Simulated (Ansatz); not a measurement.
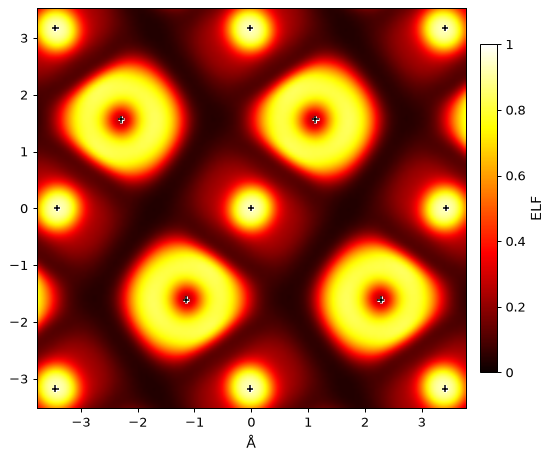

The ELF on a plane through atoms (crosses mark nuclei in the plane).

Level of theory: Kohn-Sham DFT of a periodic cell, r2SCAN, Ansatz PAW in Ansatz.

Candidates:
A. Ta, a = 2.88 Å, b = 2.88 Å, c = 5.13 Å, α = 90.00°, β = 90.00°, γ = 120.00°. Space group P6₃/mmc; a structure from a database of computed crystals, not necessarily the ambient phase.
B. AlAu, a = 3.29 Å, b = 3.29 Å, c = 3.29 Å, α = 90.00°, β = 90.00°, γ = 90.00°. Space group Pm-3m; a structure from a database of computed crystals, not necessarily the ambient phase; computed pressure about −10 GPa in this cell.
C. CuO, a = 4.69 Å, b = 3.43 Å, c = 5.13 Å, α = 90.00°, β = 99.65°, γ = 90.00°. Space group Cc; not relaxed (largest force 0.7 eV/Å).

Question: Which system is this?

Answer: Candidate C: CuO on the (101̄) plane of the conventional cell, which holds Cu and O. Cu–O (1.93 Å): the ELF peaks at about 0.85 in the valence shell of O, 0.6 Å from its nucleus, and is about 0.20 at the midpoint; no localised pair shows between them. Cu–O (1.98 Å): the ELF peaks at about 0.85 in the valence shell of O, 0.6 Å from its nucleus, and is about 0.20 at the midpoint; no localised pair shows between them.
